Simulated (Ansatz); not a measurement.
**Energy of Ta along an even scaling of the cell**

System: Ta (P6/mmm, 3 atoms in the cell).
Method: DFT, RPBE, plane waves (420 eV) with PAW, scalar-relativistic, no spin polarisation (Ansatz 0.2.0).

The 5 runs differ only in the geometry, by an even scaling of the cell at fixed fractional positions.

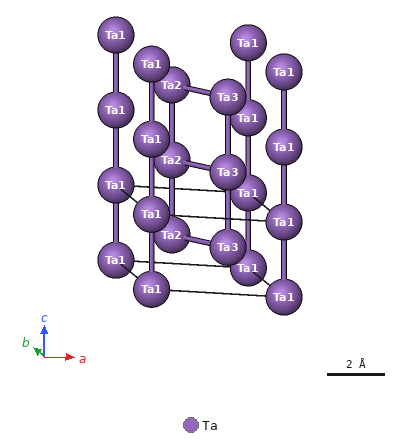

Figure 1. The structure of run 3 (ball-and-stick view of the cell of the calculation, repeated 1 × 1 × 3, seen slightly off an axis; atoms are numbered from 1 in the order of the input).

## Input of run 3
```yaml
crystal:
  lattice:
    - [4.8931962232, 0.0, 0.0]
    - [-2.4465981116, 4.237632235, 0.0]
    - [0.0, 0.0, 2.7474929244]
  atoms:
    - { symbol: Ta, position: [0.0, 1.0, 0.0] }
    - { symbol: Ta, position: [0.3333333333, 0.6666666667, 0.5] }
    - { symbol: Ta, position: [0.6666666667, 0.3333333333, 0.5] }
hamiltonian:
  xc: rpbe
  pseudopotentials:
    kind: paw
    azcp:
      Ta: "pseudopotentials/Ta.paw.azcp"
basis:
  ecutwfc: 420
  fft_grid_basis: typed
kpoints:
  mp_grid: { grid: [9, 9, 13], shift: [0, 0, 0] }
magnetization:
  spin_polarized: false
scf:
  occupations: { method: fermi_dirac, width: 0.1 }
  lower_state_search: "off"
output:
  stress: true
```

Run 4 differs from it as follows:
```diff
-    - [4.8931962232, 0.0, 0.0]
-    - [-2.4465981116, 4.237632235, 0.0]
-    - [0.0, 0.0, 2.7474929244]
+    - [4.9575877683, 0.0, 0.0]
+    - [-2.4787938841, 4.2933969489, 0.0]
+    - [0.0, 0.0, 2.7836482933]
```

## Results, with one run withheld

```csv
run,volume per atom (Å³),"free energy per atom, from the lowest run given (meV)",pressure (GPa)
1,16.711,184.86,28.74
2,18.231,17.93,7.81
3,18.990,0.00,0.00
4,19.750,?,?
5,20.509,59.58,−11.82
```

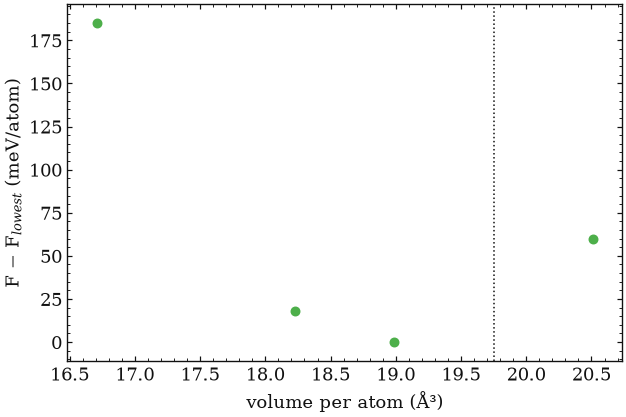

Figure 2. Free energy per atom of the runs given; the dotted line marks run 4.

Estimate the energy of run 4 from the others.

A quadratic polynomial in V^(−2/3) (the Birch–Murnaghan form), fitted to the 4 runs given, misses them by at most 0.22 meV per atom. With x = V^(−2/3) − 0.14283 Å⁻², it reads F = 6.5229 + 5473.7 x + 1.189e+06 x² (meV per atom). At run 4 it gives 16.19 meV per atom, and the run itself gives 15.83. The slope of the fit gives a pressure −dF/dV of −6.45 GPa there, and the run prints −6.47 GPa. The fit has its minimum at 18.983 Å³ per atom, where V d²F/dV² gives 176 GPa. Cell shape and fractional positions are held, so this is the stiffness under even scaling; the relaxed bulk modulus wasn't computed.

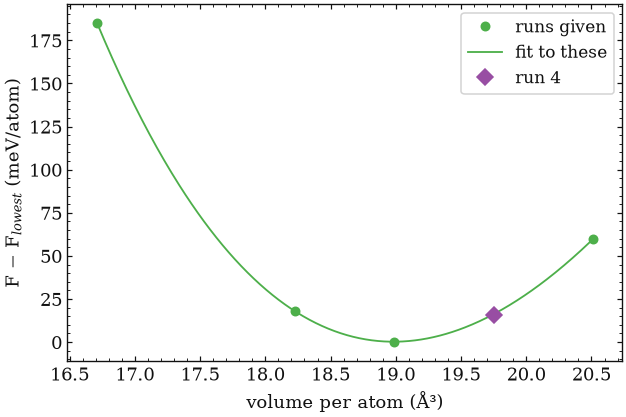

Figure 3. The fit and the withheld run.

## Output, shortened to warnings, some set-up lines, iterations and results (run 4)
```
Basis set: ecut = 420 eV, 1191 PW (Γ)
Symmetry: 24 space group operations
k-points: 84 of 1053
Initial density: superposition of atomic densities (neutral atoms: chi_scale 0, normalization atom), corrected by the library's trained network
[...]
SCF iter   1: F=—  HF=-29833.767080 eV  |F-HF|=—  |Δ(HF+E_count)|=         —  Δρ=8.83e-3  dr2=8.26e-2  ethr=1.77e-3  ⟨swp⟩=4.6  Hψ=8411  notcnv=0
SCF iter   2: F=—  HF=-29833.758680 eV  |F-HF|=—  |Δ(HF+E_count)|=   8.40e-3  Δρ=4.08e-3  dr2=5.53e-3  ethr=2.12e-4  ⟨swp⟩=1.0  Hψ=2689  notcnv=0
SCF iter   3: F=—  HF=-29833.758579 eV  |F-HF|=—  |Δ(HF+E_count)|=   1.01e-4  Δρ=1.93e-3  dr2=1.55e-3  ethr=1.42e-5  ⟨swp⟩=1.4  Hψ=2059  notcnv=0
SCF iter   4: F=—  HF=-29833.758527 eV  |F-HF|=—  |Δ(HF+E_count)|=   5.22e-5  Δρ=2.32e-4  dr2=3.53e-5  ethr=3.97e-6  ⟨swp⟩=2.2  Hψ=2511  notcnv=0
SCF iter   5: F=—  HF=-29833.758522 eV  |F-HF|=—  |Δ(HF+E_count)|=   4.42e-6  Δρ=5.98e-5  dr2=6.18e-6  ethr=9.05e-8  ⟨swp⟩=2.0  Hψ=2638  notcnv=0
SCF iter   6: F=-29833.758521 eV  HF=-29833.758521 eV  |F-HF|=1.30e-8  |Δ(HF+E_count)|=   7.09e-7  Δρ=9.05e-6  dr2=4.40e-8  ethr=2.56e-10  ⟨swp⟩=3.6  Hψ=8368  notcnv=0
SCF 1 converged in 6 iterations: F = -29833.758521 eV  dr2 = 4.40e-8
SCF converged after 6 iterations
Free energy (F): -29833.758521 eV
Harris-Foulkes:  -29833.758521 eV  (|F-HF|=1.30e-8)
Internal energy: -29833.648986 eV  (E = F + TS)
E sigma→0 (E₀):  -29833.703754 eV
Entropy (-TS):   -0.109535 eV (-36.512 meV/atom)
Fermi energy:    17.161941 eV
--- Per-component energies (eV) ---
  E_band       = -383.300863
  E_kinetic    = 1090.456128
  E_local      = -1814.497862  (includes V_loc(G=0)·N_el)
  E_nonlocal   = 39.847944
  E_hartree    = 621.729465
  E_xc         = -653.479995
  E_vxc        = -607.895577  (∫ρ·V_xc dr)
  E_paw        = -25225.354370  (= ΣΔE_a)
  E_vpaw       = -334.669724  (= ΣTr[D̂ρ^β])
  E_aug_tail   = 0.000437  (compensation charges beyond the density's cutoff)
  E_ewald      = -3892.267255
  E_core_change = -0.083480  (= ΣΔE_core)
  E_smearing   = -0.109535  (= −TS)
  E_closure    = 0.000000  (closes the sum)
  Σ components = -29833.758521   (vs F -29833.758521, Δ=0.00e0)
--- Stress (GPa, compression-positive) ---
       -6.166099       0.000000       0.000000
        0.000000      -6.166099      -0.000000
        0.000000      -0.000000      -7.078265
  P = ⅓ Tr σ = -6.4702 GPa (-64.702 kbar)
```

Notes: Spin–orbit coupling is left out, which matters for Ta.
